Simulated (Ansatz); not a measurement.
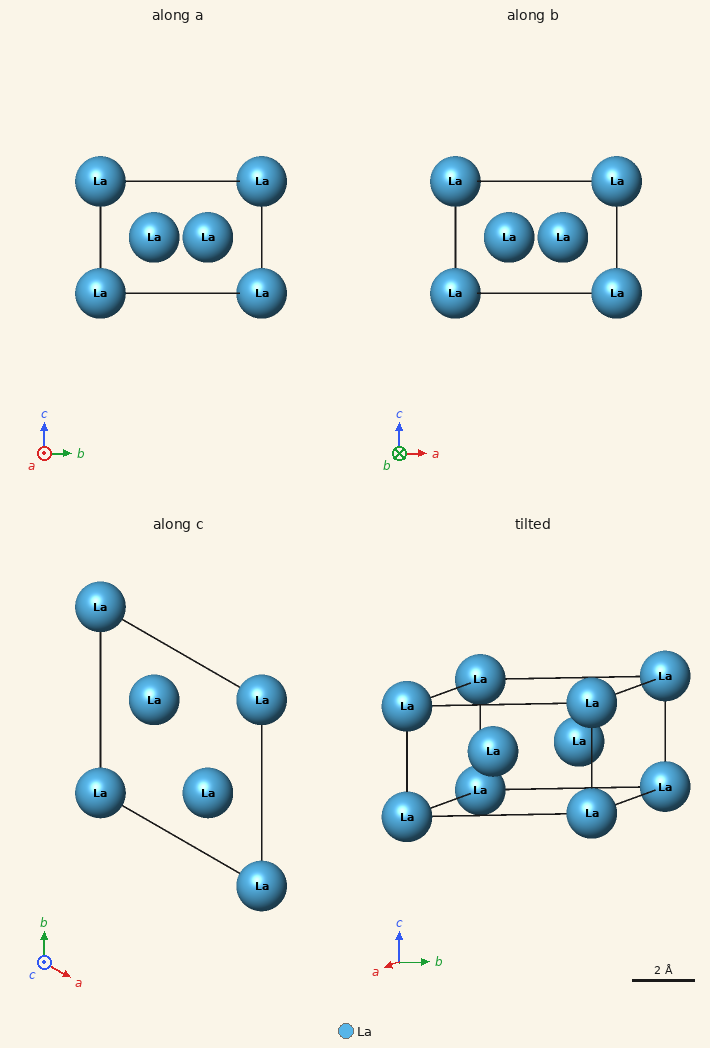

An orthographic spheres-only view of the structure, along the a axis, along the b axis, along the c axis and slightly off an axis. The lines enclose the conventional unit cell; boundary atoms appear with their images.

Lattice parameters: a = 6.0646 Å, b = 6.0646 Å, c = 3.6470 Å, α = 90.000°, β = 90.000°, γ = 120.000°.

Question: Transcribe the picture into a CIF with its space group and independent sites.

Answer:
```cif
data_structure
_symmetry_space_group_name_H-M 'P 6/m m m'
_symmetry_Int_Tables_number 191
_cell_length_a 6.0646
_cell_length_b 6.0646
_cell_length_c 3.6470
_cell_angle_alpha 90.000
_cell_angle_beta 90.000
_cell_angle_gamma 120.000
_cell_volume 116.16
loop_
_atom_site_label
_atom_site_type_symbol
_atom_site_symmetry_multiplicity
_atom_site_Wyckoff_symbol
_atom_site_fract_x
_atom_site_fract_y
_atom_site_fract_z
_atom_site_occupancy
La1 La 1 a 0.0000 0.0000 0.0000 1
La2 La 2 d 0.3333 0.6667 0.5000 1
```

It goes back to a structure type filled with this element by a generator (whether the element takes this form wasn't checked). Earlier steps of the study may have refined or changed the cell and positions. An electronic-structure calculation with Ansatz was run on it.
